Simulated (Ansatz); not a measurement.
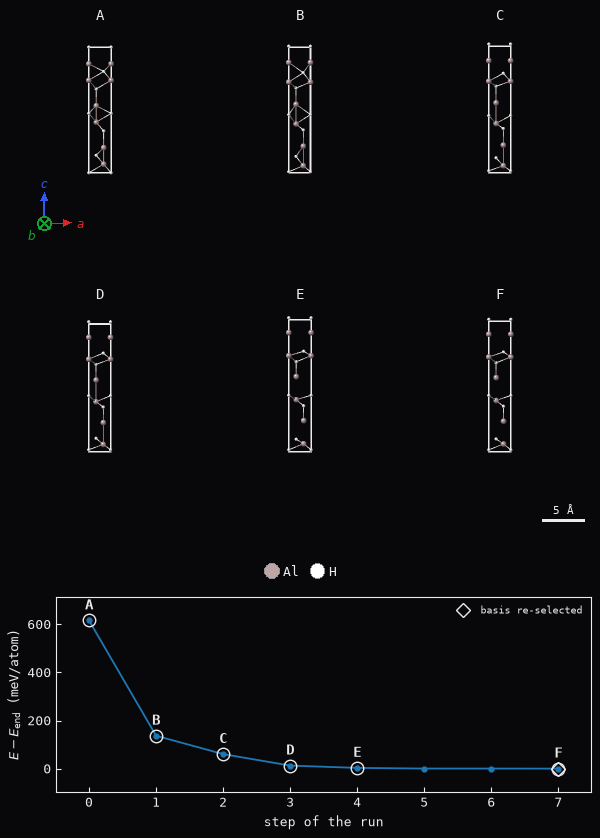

Frames of a relaxation of crystalline AlH (a generated structure, set up in R3m) (coarse preliminary run), marked on the history of the run. Style: ball-and-stick. Shown: the conventional cell (3 times the calculation's cell), along the b axis. Lengths and directions refer to the drawn axes.

These are results of Ansatz 0.2.0, DFT PBE, scalar-relativistic, plane waves, PAW, not measurements. Set-up: plane-wave cutoff 420 eV; k-point mesh 6 × 6 × 6; occupations gaussian; smearing width 0.1 eV; no spin polarisation; cell and atoms relaxed; force threshold 0.04 eV/Å; at most 70 steps.

### What happens along the run?

The energy falls by 616 meV per atom in 6 accepted moves (7 points after the start). The largest force component goes from 8.6 to 0.0087 eV/Å. Pressure: 16.38 GPa at the start and −0.03 GPa at the end. The SCF was repeated once at an unchanged geometry on a basis and grid sized afresh for the cell, which shifted the energy by 0.2 meV per atom at most. The atom that moves furthest relative to the cell is an H atom (0.65 Å along −c). Largest moves by element: H 0.65 Å, Al 0.55 Å. Cell: a = b 3.134 → 3.098 Å (−1.2 %), c 15.309 → 15.885 Å (+3.8 %). Volume +1.3 %. Among the contacts that change: Al–Al 2.001 → 2.780 Å, Al–H 2.037 → 2.813 Å, Al–H 2.037 → 1.799 Å, Al–H 2.100 → 1.889 Å. Bonds break: Al–Al (2.00 → 2.78 Å). The space group stays R3m (No. 160). From step 0 to 1: Al atoms move most (0.20 Å), volume −5.8 %, energy −479 meV per atom. From step 1 to 2: an H atom moves most (0.20 Å), volume +1.7 %, energy −76.3 meV per atom. From step 2 to 3: an H atom moves most (0.20 Å), volume +0.5 %, energy −47.7 meV per atom. From step 3 to 4: an H atom moves most (0.17 Å), volume +8.7 %, energy −9.6 meV per atom. From step 4 to 7: an H atom moves most (0.06 Å), volume −3.1 %, energy −3.0 meV per atom.

| step | E − E(0), meV/atom | largest force component, eV/Å | pressure, GPa | volume, Å³/atom | note |
| --- | --- | --- | --- | --- | --- |
| 0 | 0.00 | 8.6016 | 16.38 | 10.855 |  |
| 1 | -479.15 | 2.0292 | 5.55 | 10.230 |  |
| 2 | -555.50 | 1.2865 | 2.67 | 10.399 |  |
| 3 | -603.22 | 0.5307 | 2.38 | 10.452 |  |
| 4 | -612.83 | 0.0724 | -1.47 | 11.358 |  |
| 5 | -615.54 | 0.0500 | 0.27 | 10.947 |  |
| 6 | -615.61 | 0.0081 | -0.06 | 11.000 |  |
| 7 | -615.83 | 0.0087 | -0.03 | 11.000 | same geometry, new basis |
